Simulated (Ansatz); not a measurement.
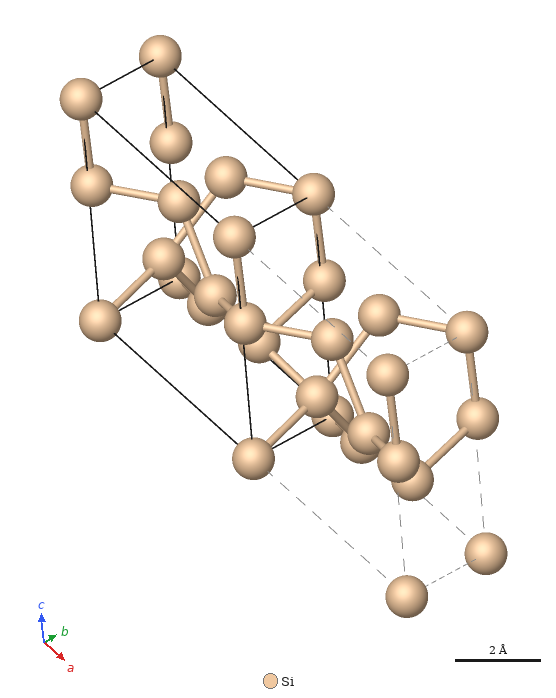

Crystal structure, ball-and-stick style, seen slightly off an axis. The drawing covers 2×1×1 cells, and the solid lines enclose one unit cell. Cell: a = 5.562 Å, b = 5.737 Å, c = 5.782 Å, α = 103.85°, β = 113.42°, γ = 109.14°.

The element is silicon. The atoms as placed leave only P1. The cell holds eight atoms.

The starting point was a structure listed in the Materials Project. The cell was then strained or its atoms displaced on purpose. A calculation with Ansatz used it as input.

At this level of theory the run's own cell isn't at rest (forces up to 1.3 eV/Å), so its distances can differ from those at equilibrium, the more so the softer the solid.
